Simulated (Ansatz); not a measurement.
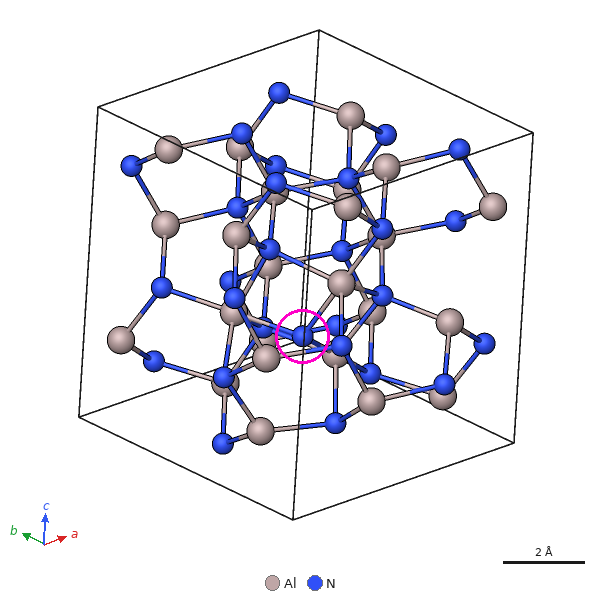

The figure gives a ball-and-stick picture of the atoms, viewed from a general direction. Lines trace the edges of the supercell. The host is AlN, in a cell of 48 sites, and the cell carries a charge of -1. A ring marks the defect's site.

Question: What imperfection does the supercell contain?

Answer: An interstitial nitrogen atom. It is bonded to three Al in a trigonal pyramidal arrangement at about 1.8 Å.

The atoms were relaxed in the host's cell with DFT PBE, scalar-relativistic, plane waves, PAW (Ansatz 0.2.0).
